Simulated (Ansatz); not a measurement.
Ga (P6_3/mmc, No. 194): a calculation's starting geometry; the starting structure was generated, so it need not be a known form of this composition.

```xyz
2
Lattice="3.2038 0.0000 0.0000 -1.6019 2.7746 0.0000 0.0000 0.0000 4.9441" Properties=species:S:1:pos:R:3 pbc="T T T"
Ga    0.0000    1.8497    1.2360
Ga    1.6019    0.9249    3.7081
```

What will a dark-field STEM-like image along [201] show? The image is simulated as a sum over atoms of Z^1.7, blurred by a 0.63 Å probe (no channelling). Shot noise was added.

The columns repeat on a centred rectangular net of 1.96 × 5.55 Å (plane group c2mm). All columns are alike (Ga). The shortest distance between visible columns is 1.35 Å in projection. Along the beam the structure repeats every 8.09 Å.

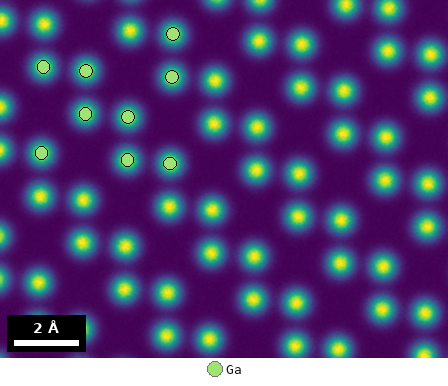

The simulated image, with the columns of the model marked in one corner.
